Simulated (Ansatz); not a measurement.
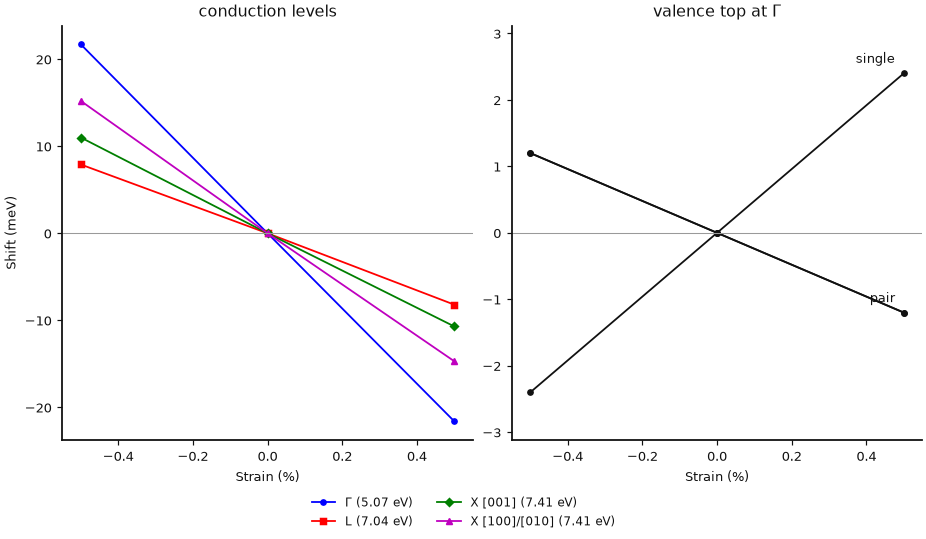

Shifts of the lowest conduction level at the points named, against the centre of the valence top at Γ (unstrained energies in the legend), and the splitting of that top about its centre. Directions are on the cubic axes.

System: rocksalt NaCl, space group Fm-3m, 2 atoms in the primitive cell, in a cell relaxed beforehand; cubic a = 5.464 Å. Here the cell is stretched along z by ±0.5 %, with x and y held, and the atoms are carried along without relaxing. Level of theory: LDA, Ansatz PAW set, no spin polarisation, no spin-orbit coupling, 8×8×8 k mesh, 420 eV cutoff, fixed occupations; code Ansatz 0.2.0.

### How fast does each conduction level move?

For each 1 % of strain: −43 meV at Γ, −16 meV at L, −22 meV at X [001] and −30 meV at X [100]/[010].

### What shear deformation potential follows for the X levels?

For the X levels E[001] − E[100] = Ξu (εzz − εxx), and the splitting is +8 meV for 1 %, so Ξu = 0.8 eV.

### How does the valence top split?

The threefold valence top splits at 7 meV for each 1 % of strain; under tension the single level lies above the pair. With E(single) − E(pair) = 3b (εzz − εxx), b = +0.24 eV.

The PAW data sets were made with another functional. LDA, GGA and most meta-GGA functionals understate gaps. Spin-orbit coupling, left out here, splits this threefold top even without strain.
